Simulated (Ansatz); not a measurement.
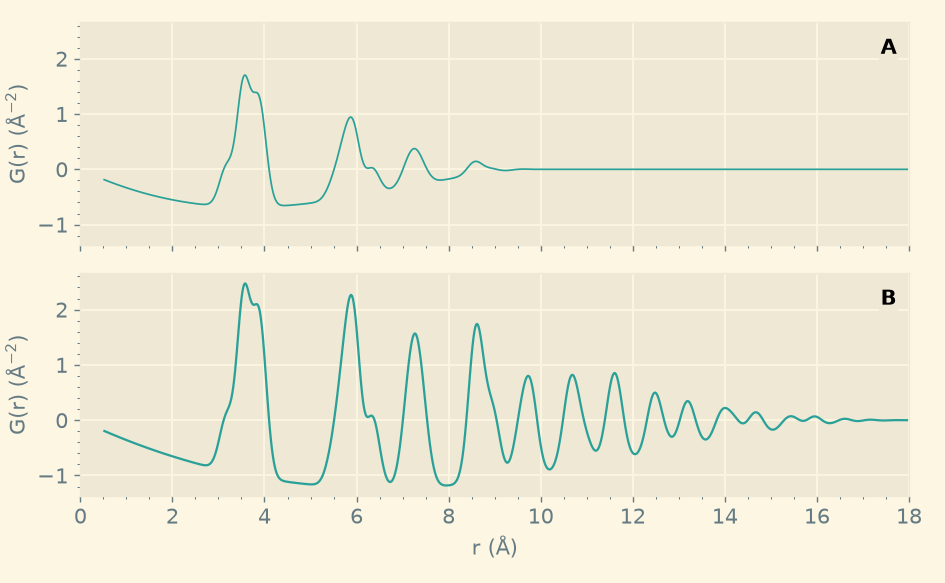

Simulated X-ray pair distribution function, G(r) = R(r)/r − 4πρ₀r, summed over the atomic distances of the structure with each pair weighted by the product of the atomic numbers (X-ray weights at Q = 0); every distance is a Gaussian of σ = 0.15 Å, for spherical particles of Y with the bulk structure: the bulk G(r) is multiplied by the envelope of a sphere of diameter D, 1 − 3r/2D + r³/2D³, with no surface relaxation. The number density is 0.0312 atoms per Å³. Structure used: the input geometry of an electronic-structure calculation (not necessarily at equilibrium); the starting structure was generated, so it need not be a known form of this composition.

### The diameters are 10 and 18 Å. Which curve belongs to which?

curve A: 10 Å; curve B: 18 Å. The smaller the particle, the sooner the oscillations die out.
